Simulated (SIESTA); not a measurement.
# Bi: 7 runs along one coordinate

System: Bi (Im-3m, 1 atom in the cell).
Method: Kohn-Sham DFT of a periodic cell, PBE, PseudoDojo 0.4 standard, converted to PSML, no spin polarisation (SIESTA 5.4.2).

The 7 runs differ only in the geometry, by an even scaling of the cell at fixed fractional positions. The structure derives from a Materials Project entry.

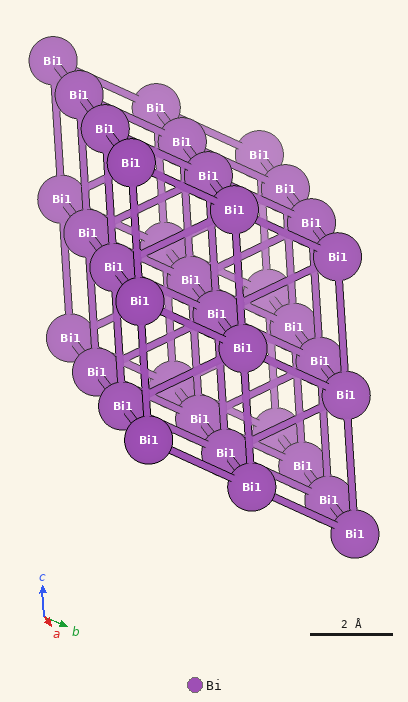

Figure 1. The structure of run 4 (ball-and-stick view of the cell of the calculation, repeated 3 × 2 × 2, seen slightly off an axis; atoms are numbered from 1 in the order of the input).

### Input of run 4
```
SystemName                      Bi
SystemLabel                     Bi
NumberOfSpecies                 1
NumberOfAtoms                   1
%block ChemicalSpeciesLabel
  1  83 Bi
%endblock ChemicalSpeciesLabel

LatticeConstant                 1.0 Ang
%block LatticeVectors
    -1.9814305318     1.9814305318     1.9814305318
     1.9814305318    -1.9814305318     1.9814305318
     1.9814305318     1.9814305318    -1.9814305318
%endblock LatticeVectors
AtomicCoordinatesFormat         Ang
%block AtomicCoordinatesAndAtomicSpecies
     0.0000000000     0.0000000000     0.0000000000  1
%endblock AtomicCoordinatesAndAtomicSpecies

%block kgrid.MonkhorstPack
    9   0   0  0.0
    0   9   0  0.0
    0   0   9  0.0
%endblock kgrid.MonkhorstPack
XC.Functional                   GGA
XC.Authors                      PBE
PAO.BasisSize                   DZP
PAO.EnergyShift                 0.002 Ry
Mesh.Cutoff                     500 Ry
OccupationFunction              FD
ElectronicTemperature           0.05 eV
MaxSCFIterations                120
SCF.MustConverge                false
SCF.Mixer.Method                Pulay
SCF.Mixer.Weight                0.25
SCF.Mixer.History               8
SCF.DM.Tolerance                5.0e-05
SCF.H.Tolerance                 1.0e-03 eV
WriteForces                     true
Charge.Mulliken                 end
Charge.Hirshfeld                end
Charge.Voronoi                  end
SaveRho                         true
SaveElectrostaticPotential      true
```

Command:
```bash
siesta Bi.fdf > Bi.out 2>&1
```

Run 5 has the same physical settings and fractional positions; its lattice vectors (Å) are:
```
  -1.994553    1.994553    1.994553
   1.994553   -1.994553    1.994553
   1.994553    1.994553   -1.994553
```

### Results, with one run withheld

```tsv
run	volume per atom (Å³)	free energy per atom, from the lowest run given (meV)	pressure (GPa)
1	29.250	57.74	6.57
2	29.872	35.46	4.94
3	30.495	19.19	3.50
4	31.117	8.08	2.22
5	31.739	?	?
6	32.362	0.00	0.00
7	32.984	1.82	−0.92
```

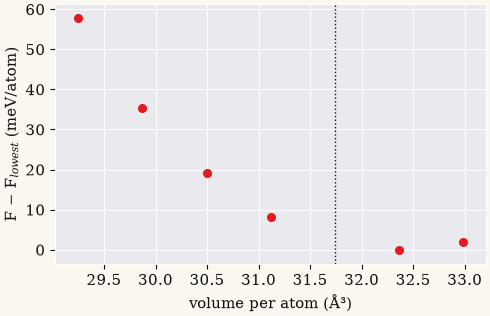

Figure 2. Free energy per atom of the runs given; the dotted line marks run 5.

Fit the runs given and predict run 5.

A cubic polynomial in V^(−2/3) (the Birch–Murnaghan form), fitted to the 6 runs given, misses them by at most 0.06 meV per atom. With x = V^(−2/3) − 0.10141 Å⁻², it reads F = 10.361 + 7137.9 x + 1.2375e+06 x² + 4.2755e+06 x³ (meV per atom). At run 5 it gives 1.92 meV per atom, and the run itself gives 1.90. The slope of the fit gives a pressure −dF/dV of 1.03 GPa there, and the run prints 1.01 GPa. The fit has its minimum at 32.357 Å³ per atom, where V d²F/dV² gives 51.2 GPa: the bulk modulus at this level, since symmetry fixes the shape and the positions.

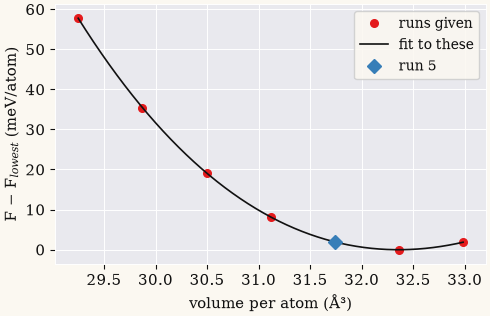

Figure 3. The fit and the withheld run.

### Some lines of the output (run 5)
```
[...]
outcell: Cell volume (Ang**3)        :     31.7393
stepf: Fermi-Dirac step function
siesta: Etot    =     -2232.283478
siesta: FreeEng =     -2232.287818
        iscf     Eharris(eV)        E_KS(eV)     FreeEng(eV)     dDmax    Ef(eV) dHmax(eV)
siesta: E_KS(eV) =            -2232.3046
siesta: E_KS - E_eggbox =     -2232.3046
siesta: Etot    =     -2232.304564
siesta: FreeEng =     -2232.309016
siesta:         Fermi =      -4.038821
siesta: Cell volume =         31.739254 Ang**3
    Orbital volume contribution        =           1.358144 eV
```

Notes: Spin–orbit coupling is left out, which matters for Bi. With a small basis of atomic orbitals these values can differ much from converged plane-wave results.
